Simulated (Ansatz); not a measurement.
Run report: Rh, single-point calculation (part 2 of 2)

Continued. System: Rh (slab, 12 atoms in the cell). Method: DFT PBE+D3(BJ), scalar-relativistic, plane waves, PAW, no spin polarisation (Ansatz 0.2.0); cutoff 420 eV, 4×4×1 k-mesh, Gaussian smearing of 0.1 eV. The structure derives from an entry of the Crystallography Open Database. It belongs to a series of runs on one base structure; here: the slab at its places in the relaxed adsorbed structure.

Geometry of the input (Å; fractional positions):
```
5.3648  0.0000  0.0000
-2.6824  4.6460  0.0000
0.0000  0.0000  23.1566
Rh 0.3333  0.1667  0.3455
Rh 0.3333  0.6667  0.3455
Rh 0.8333  0.1667  0.3455
Rh 0.8333  0.6667  0.3455
Rh 0.6653  0.3305  0.4390
Rh 0.6653  0.8347  0.4390
Rh 0.1667  0.3333  0.4376
Rh 0.1695  0.8347  0.4390
Rh 0.0006  0.4994  0.5303
Rh 0.0006  0.0012  0.5303
Rh 0.4988  0.4994  0.5303
Rh 0.5000  -0.0000  0.5386
```

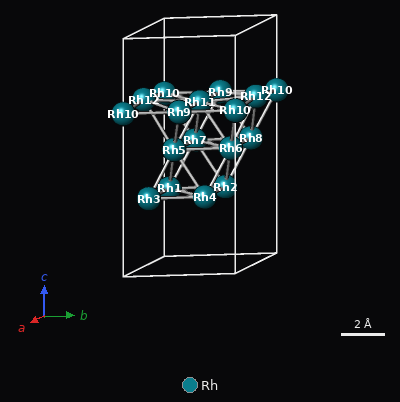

**Figure 1.** The input geometry (ball-and-stick view of the cell of the calculation, with the vacuum cut short, seen slightly off an axis; atoms are numbered from 1 in the order of the input). An atom can appear more than once, as a periodic image.

Output, continued:
```
  k-point 1: bands = ["-76.1767", "-76.0897", "-76.0535", "-76.0462", "-75.7348", "-75.7158", "-75.6898", "-75.6824", "-75.6628", "-75.6524", "-75.6503", "-75.5068", "-44.2852", "-44.2614", "-44.2412", "-44.2109", "-44.1194", "-44.1047", "-44.0972", "-43.9195", "-43.9068", "-43.8815", "-43.8576", "-43.8388", "-43.8290", "-43.7914", "-43.7826", "-43.7662", "-43.7551", "-43.7082", "-43.5441", "-43.5324", "-43.5291", "-43.5181", "-43.5023", "-43.4691", "-43.4602", "-43.4579", "-43.4527", "-43.4406", "-43.4153", "-43.4094", "-43.4036", "-43.4025", "-43.3741", "-43.3710", "-43.3304", "-43.2306", "-3.9334", "-2.9653", "-2.7910", "-2.7474", "-2.7078", "-2.6426", "-2.5885", "-2.5038", "-2.4576", "-2.3858", "-2.3421", "-2.2955", "-1.9877", "-1.7812", "-1.7396", "-1.0888", "-1.0136", "-0.8734", "-0.7263", "-0.5120", "-0.3583", "-0.3348", "-0.2939", "-0.2346", "-0.2010", "-0.1120", "0.0954", "0.2309", "0.2379", "0.3424", "0.3438", "0.5544", "0.6288", "0.6459", "0.7541", "1.2154", "1.2706", "1.3192", "1.4943", "1.6193", "1.6270", "1.6626", "1.6868", "1.7412", "2.0011", "2.0385", "2.2064", "2.3686", "2.4001", "2.5960", "2.6272", "2.6988", "2.7350", "2.7915", "3.0052", "3.0304", "3.0448", "3.0930", "3.1778", "3.2039", "3.3995", "3.4534", "3.5255", "3.8289", "4.1212", "5.6007", "5.7348", "5.7650", "6.6191", "6.6369", "6.9891", "8.0731", "8.2935", "8.3711", "8.4093"]
  k-point 2: bands = ["-76.1699", "-76.0877", "-76.0624", "-76.0462", "-75.7202", "-75.7030", "-75.6906", "-75.6881", "-75.6824", "-75.6526", "-75.6503", "-75.5081", "-44.2278", "-44.2205", "-44.1780", "-44.1082", "-44.1052", "-44.0779", "-44.0639", "-44.0001", "-43.9656", "-43.9366", "-43.8306", "-43.8035", "-43.8008", "-43.7480", "-43.7355", "-43.7191", "-43.6617", "-43.6423", "-43.6276", "-43.6234", "-43.6147", "-43.5933", "-43.5885", "-43.4939", "-43.4656", "-43.4613", "-43.4443", "-43.4431", "-43.4195", "-43.4182", "-43.4112", "-43.4079", "-43.4067", "-43.4008", "-43.3510", "-43.2308", "-2.9485", "-2.9034", "-2.3821", "-2.2855", "-2.2832", "-2.2222", "-2.0667", "-1.9601", "-1.8882", "-1.8462", "-1.7868", "-1.6861", "-1.4482", "-1.4187", "-1.3960", "-1.2809", "-0.9949", "-0.9447", "-0.8661", "-0.7334", "-0.6888", "-0.6671", "-0.2957", "-0.2090", "-0.0150", "0.0799", "0.1844", "0.1958", "0.2303", "0.3736", "0.3900", "0.4520", "0.4691", "0.5243", "0.5557", "0.5919", "0.6326", "0.6862", "0.6903", "0.9171", "1.1446", "1.1691", "1.3500", "1.4549", "1.4593", "1.5434", "1.7241", "1.7571", "1.7861", "1.8689", "1.9309", "2.0069", "2.3126", "2.3937", "2.4295", "2.4579", "2.7017", "2.7650", "3.0231", "3.0718", "3.2073", "3.2877", "3.4727", "3.5449", "5.3365", "5.3743", "6.0854", "6.1207", "6.9334", "6.9516", "7.6848", "7.7947", "8.9002", "9.0067", "9.3276"]
  k-point 9: bands = ["-76.1699", "-76.0877", "-76.0625", "-76.0462", "-75.7202", "-75.7030", "-75.6906", "-75.6881", "-75.6824", "-75.6525", "-75.6503", "-75.5081", "-44.2277", "-44.2205", "-44.1779", "-44.1082", "-44.1052", "-44.0779", "-44.0639", "-44.0001", "-43.9656", "-43.9367", "-43.8305", "-43.8034", "-43.8008", "-43.7480", "-43.7355", "-43.7191", "-43.6617", "-43.6423", "-43.6277", "-43.6234", "-43.6147", "-43.5933", "-43.5885", "-43.4939", "-43.4656", "-43.4613", "-43.4442", "-43.4431", "-43.4195", "-43.4182", "-43.4112", "-43.4079", "-43.4067", "-43.4008", "-43.3510", "-43.2308", "-2.9485", "-2.9034", "-2.3821", "-2.2855", "-2.2832", "-2.2222", "-2.0666", "-1.9600", "-1.8882", "-1.8461", "-1.7868", "-1.6861", "-1.4482", "-1.4186", "-1.3960", "-1.2809", "-0.9949", "-0.9448", "-0.8663", "-0.7335", "-0.6888", "-0.6672", "-0.2958", "-0.2092", "-0.0150", "0.0800", "0.1845", "0.1957", "0.2302", "0.3737", "0.3899", "0.4520", "0.4692", "0.5242", "0.5557", "0.5919", "0.6326", "0.6863", "0.6903", "0.9172", "1.1446", "1.1691", "1.3500", "1.4549", "1.4593", "1.5434", "1.7241", "1.7571", "1.7861", "1.8689", "1.9309", "2.0069", "2.3127", "2.3938", "2.4295", "2.4580", "2.7016", "2.7650", "3.0231", "3.0718", "3.2072", "3.2876", "3.4728", "3.5450", "5.3366", "5.3743", "6.0854", "6.1207", "6.9334", "6.9516", "7.6850", "7.7947", "8.9002", "9.0068", "9.3276"]
```

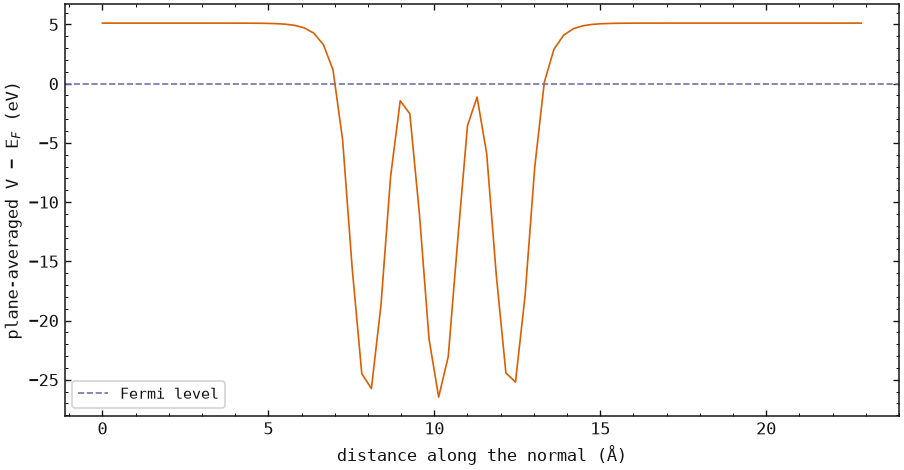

**Figure 2.** Plane average of the electrostatic potential energy of an electron across the cell, from the Fermi level. The vacuum level lies 5.11 eV above the Fermi level.

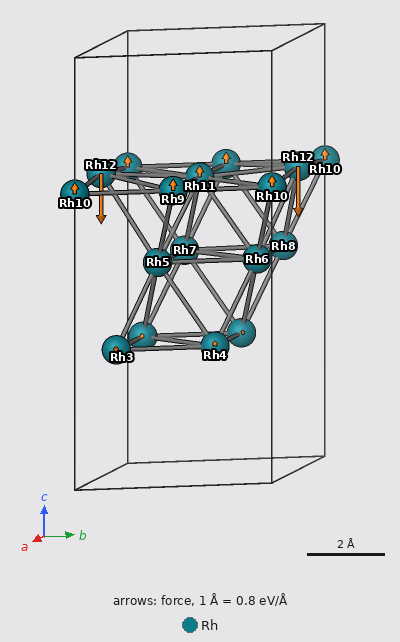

**Figure 3.** Forces on the atoms as orange arrows (ball-and-stick view of the cell of the calculation, with the vacuum cut short, seen slightly off an axis; atoms are numbered from 1 in the order of the input); the smallest are left out. The largest act on Rh12 (1.09 eV/Å). The geometry is not a stationary point of this energy.

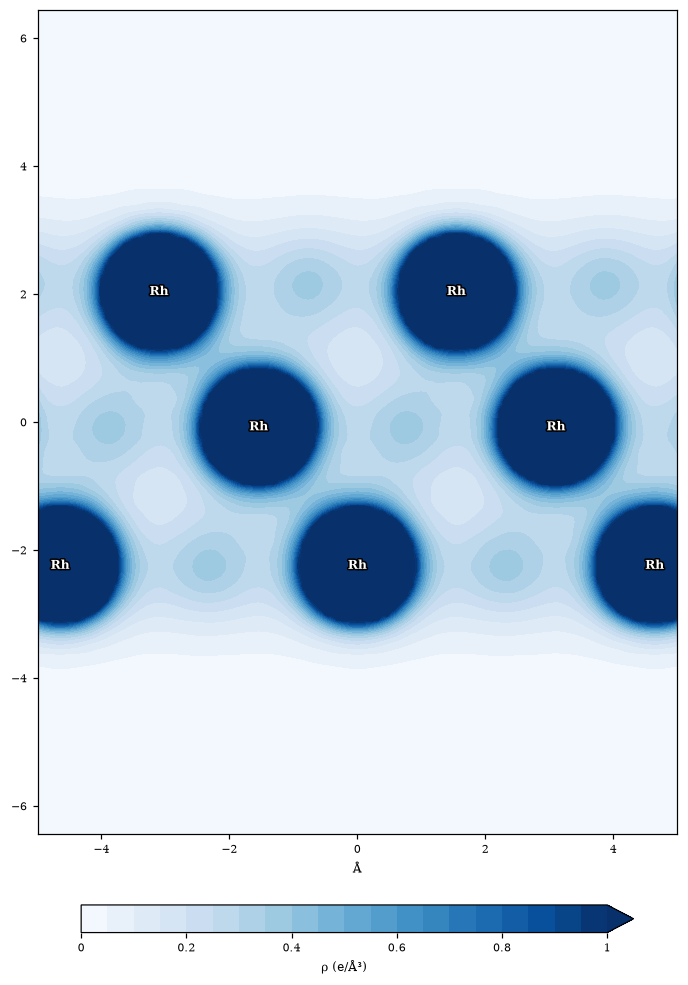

**Figure 4.** Valence charge density (pseudo) on the (110) plane of the calculation cell, a cut from vacuum to vacuum. Rh–Rh (2.63 Å): ρ at the midpoint is about 0.42 e/Å³. Rh–Rh (2.66 Å): ρ is about 0.39 e/Å³ halfway. The density dies away to nearly zero in the vacuum. The fields are those of the smooth PAW valence density.
